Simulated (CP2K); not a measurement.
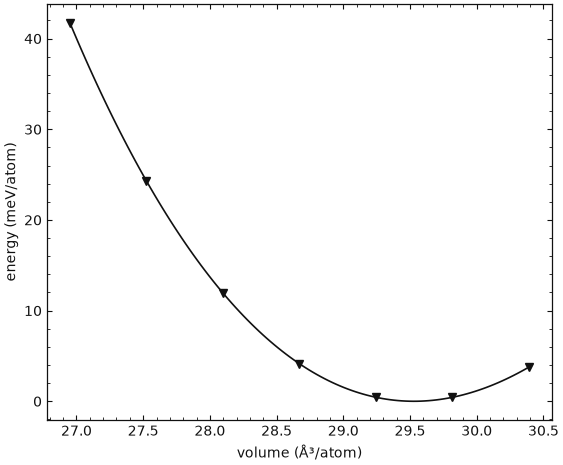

The plot gives the computed energy against volume for PbSe, space group Fm-3m (No. 225).

Cell as given: a = 4.328 Å, b = 4.328 Å, c = 4.328 Å, α = 60.00°, β = 60.00°, γ = 60.00°; 2 atoms.

Method: DFT in Gaussian orbitals with a plane-wave density, no spin polarisation; energies at scaled volumes of the given cell, shape and fractions fixed, counted from the fit's minimum, third-order Birch-Murnaghan fit (CP2K 2026.2). Level: PBEsol.

k mesh 8×8×8; occupations Fermi–Dirac; smearing width 0.05 eV; potentials GTH PBE with UZH TZVP basis; density cutoff 6123 eV; program settings ngrids 5, basis sets Pb TZVP-MOLOPT-PBE-GTH-q4, basis sets Se TZVP-MOLOPT-PBE-GTH-q6, cutoff ry 450 Ry, rel cutoff ry 60 Ry.

Question: What equilibrium volume and bulk modulus follow from the curve?

Answer: A third-order Birch–Murnaghan fit gives V0 = 29.53 Å³/atom, B0 = 50.5 GPa and B′ = 4.3.

Note: spin-orbit coupling left out, heavy elements.
